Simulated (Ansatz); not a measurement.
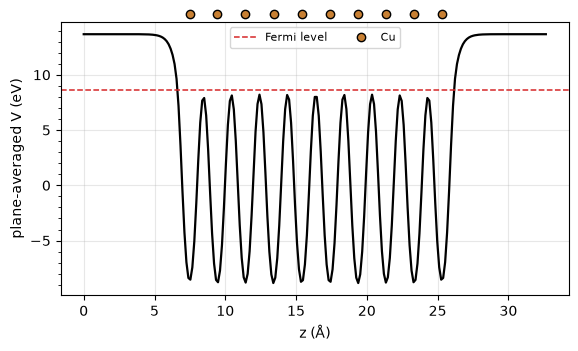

*Cu (slab). Plane average of the electrostatic potential (local pseudopotential plus Hartree) felt by an electron across the slab. Circles mark the heights of the atoms.*

Computed without spin polarisation.

These are results of DFT LDA, scalar-relativistic, plane waves, PAW (Ansatz), not measurements.

Core electrons are frozen (PAW), and the valence fields are smoothed inside the atomic spheres.

Read off the work function of this surface.

Answer. The potential is flat in the vacuum, 5.09 eV above the Fermi level; this is the work function, the same on both faces.

How thick is the slab, and how wide the vacuum?

Answer. The outermost nuclei are 17.8 Å apart, in 10 atomic planes; the vacuum between periodic images is 15.0 Å wide.
